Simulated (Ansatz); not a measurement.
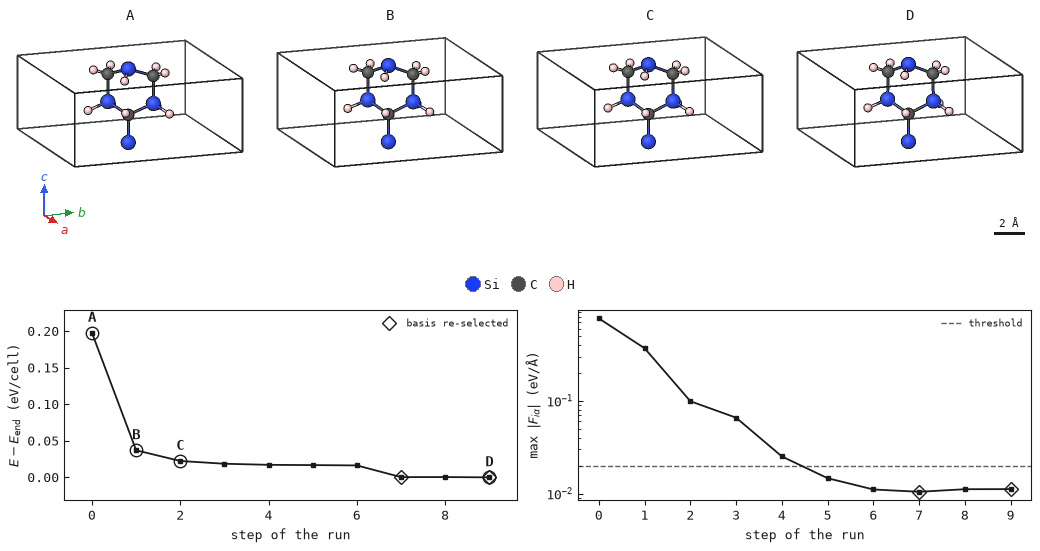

Frames of a relaxation of a wire of composition Si$_{3}$H$_{10}$C$_{3}$, marked on the history of the run. Style: ball-and-stick. Shown: the cell of the calculation, with the vacuum cut short, slightly off an axis.

Case: wire along [0 0 1], 6 atoms a period, capped with H.

Level of theory: Ansatz 0.2.0, DFT PBE, scalar-relativistic, plane waves, PAW.

Input file:
```yaml
crystal:
  lattice:
    - [13.0, 0.0, 0.0]
    - [0.0, 14.1, 0.0]
    - [0.0, 0.0, 5.0740210508]
  atoms:
    - { symbol: Si, position: [0.5594570491, 0.4932636497, 0.0045635118] }
    - { symbol: Si, position: [0.4405429509, 0.4299646337, 0.5045635118] }
    - { symbol: Si, position: [0.5594570491, 0.6198616818, 0.5045635118] }
    - { symbol: C, position: [0.5594570491, 0.4932636497, 0.3804364882] }
    - { symbol: C, position: [0.4405429509, 0.4299646337, 0.8804364882] }
    - { symbol: C, position: [0.5594570491, 0.6198616818, 0.8804364882] }
    - { symbol: H, position: [0.6530612116, 0.4434373342, 0.9068559544] }
    - { symbol: H, position: [0.4405429509, 0.3303120026, 0.4068559544] }
    - { symbol: H, position: [0.3469387884, 0.4797909492, 0.4068559544] }
    - { symbol: H, position: [0.4658528867, 0.6696879974, 0.4068559544] }
    - { symbol: H, position: [0.6530612116, 0.6696879974, 0.4068559544] }
    - { symbol: H, position: [0.6279325774, 0.4568135263, 0.4519138288] }
    - { symbol: H, position: [0.4405429509, 0.3570643868, 0.9519138288] }
    - { symbol: H, position: [0.3720674226, 0.4664147571, 0.9519138288] }
    - { symbol: H, position: [0.4909815209, 0.6563118053, 0.9519138288] }
    - { symbol: H, position: [0.6279325774, 0.6563118053, 0.9519138288] }
basis:
  ecutwfc: 420
kpoints:
  mp_grid: { grid: [1, 1, 7] }
hamiltonian:
  xc: pbe
scf:
  occupations: { method: gaussian, width: 0.05 }
output:
  forces: true
  stress: true
  eigenvalues: true
  populations: true
  write_density: true
  write_potential: true
  elf: true
  volumetric_format: npy
relax:
  adjacent_minimum: "off"
  f_tol: 0.02
  max_steps: 45
  cell: { fix: [a, b, alpha, beta, gamma], stress_tol: 0.03 }
```

Launched with:
```bash
ansatz run input.yaml --threads 4 --pin off --max-ram 11264MiB --backend cpu --events-out ev --progress --plain --runs-dir out
```

What happens along the run?

The largest moves relative to the centre of the atoms, 0.18 Å, are those of H9 and H10. By element the largest moves are H 0.18 Å, C 0.12 Å, Si 0.08 Å. Along the periodic axis the drawn cell goes c 5.074 → 5.322 Å (+4.9 %). Among the contacts that change: C4–H12 1.090 → 1.106 Å, Si2–C5 1.907 → 1.894 Å, Si1–H7 1.490 → 1.502 Å, C5–H13 1.090 → 1.100 Å. Bond angles that change, for instance: Si1–C5–Si2 109.4° → 114.6°, Si1–C4–Si2 109.4° → 114.2°, Si1–C4–H12 109.4° → 105.4°. After 7 accepted moves (9 points after the start) the energy has fallen by 0.198 eV per cell of the calculation. The largest force component goes from 0.77 to 0.011 eV/Å. At 2 points the geometry stayed and the basis and grid were re-selected for the new cell (energy shift of 16.0 meV per cell of the calculation at most each time). From step 0 to 1: H7 moves most (0.10 Å), energy −0.161 eV per cell of the calculation. From step 1 to 2: H7 moves most (0.04 Å), energy −14.6 meV per cell of the calculation. From step 2 to 9: H atoms move most (0.12 Å), energy −22.4 meV per cell of the calculation.
